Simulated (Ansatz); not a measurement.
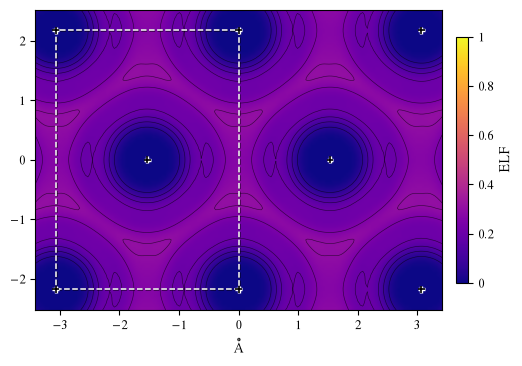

The ELF on a plane through atoms (crosses mark nuclei in the plane).

Theory: Ansatz, Kohn-Sham DFT of a periodic cell, PBEsol, Ansatz PAW.

Candidates:
A. Zn, a = 3.07 Å, b = 3.07 Å, c = 3.07 Å, α = 90.00°, β = 90.00°, γ = 90.00°. Space group Im-3m; a structure from a database of computed crystals, not necessarily the ambient phase.
B. Bi, a = 3.68 Å, b = 3.68 Å, c = 3.41 Å, α = 90.24°, β = 90.24°, γ = 90.00°. Space group C2/m; a structure from a database of computed crystals, not necessarily the ambient phase; computed pressure about 30 GPa in this cell.
C. Ni, a = 2.46 Å, b = 2.46 Å, c = 3.34 Å, α = 90.00°, β = 90.00°, γ = 90.00°. Space group I4/mmm; a structure from a database of computed crystals, not necessarily the ambient phase; computed pressure about 7 GPa in this cell; spin-polarised.

**Which candidate gave the map?**

Candidate A: Zn on the (11̄0) plane of the conventional cell, which holds Zn. Zn–Zn (2.66 Å): the ELF is about 0.30 at the midpoint (no shared electron pair shows on this line).
